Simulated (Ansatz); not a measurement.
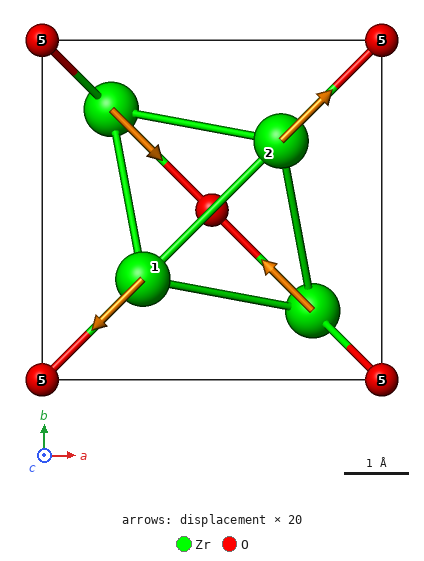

This is a relaxation of crystalline Zr2O (a generated structure, set up in P4_2/mnm). The starting structure is drawn; orange arrows show the displacements (the part carried along by the change of the cell is left out), 20 times their true length.

Style: ball-and-stick. Shown: the cell of the calculation, along the c axis.

Case: N → O on all its sites, cell and atoms relaxed.

Computed with DFT r2SCAN, scalar-relativistic, plane waves, PAW in Ansatz 0.2.0.

Input
```yaml
crystal:
  lattice:
    - [5.3733223247, 0.0, 0.0]
    - [0.0, 5.3733223247, 0.0]
    - [0.0, 0.0, 3.2738010527]
  atoms:
    - { symbol: Zr, position: [0.2965720821, 0.2965720821, 0.0] }
    - { symbol: Zr, position: [0.7034279179, 0.7034279179, 0.0] }
    - { symbol: Zr, position: [0.7965720821, 0.2034279179, 0.5] }
    - { symbol: Zr, position: [0.2034279179, 0.7965720821, 0.5] }
    - { symbol: O, position: [0.0, 0.0, 0.0] }
    - { symbol: O, position: [0.5, 0.5, 0.5] }
basis:
  ecutwfc: 500
kpoints:
  mp_grid: { grid: [8, 8, 12] }
hamiltonian:
  xc: r2scan
scf:
  occupations: { method: gaussian, width: 0.1 }
output:
  forces: true
  stress: true
  eigenvalues: true
relax:
  adjacent_minimum: "off"
  f_tol: 0.01
  max_steps: 60
  cell: { stress_tol: 0.1 }
```

Launched with:
```bash
ansatz run input.yaml --threads 1 --pin off --max-ram 2560MiB --backend cpu --events-out ev --progress --plain --runs-dir out
```

Describe the change and its energy.

The largest moves relative to the cell, 0.058 Å, are those of Zr1, Zr2, Zr3 and Zr4. Zr3 goes along [−1 1 0]. O stays in place. Cell: a = b 5.373 → 5.405 Å (+0.6 %), c 3.274 → 3.292 Å (+0.6 %). Volume +1.8 %. Some distances before and after: Zr1–Zr2 3.092 → 3.226 Å, Zr1–O6 2.251 → 2.305 Å, Zr1–O5 2.254 → 2.209 Å, Zr1–Zr1 3.274 → 3.292 Å. Bond angles that change, for instance: Zr3–O5–Zr3 93.3° → 91.2°, Zr3–O5–Zr4 86.7° → 88.8°. The space group stays P4_2/mnm (No. 136). The energy falls by 16.1 meV per atom in 4 accepted moves (5 points after the start). The largest force component goes from 0.51 to 0.00032 eV/Å. Pressure: 3.44 GPa at the start and −0.01 GPa at the end. At 1 point the geometry stayed and the basis and grid were re-selected for the new cell (energy shift of 0.2 meV per atom at most each time).
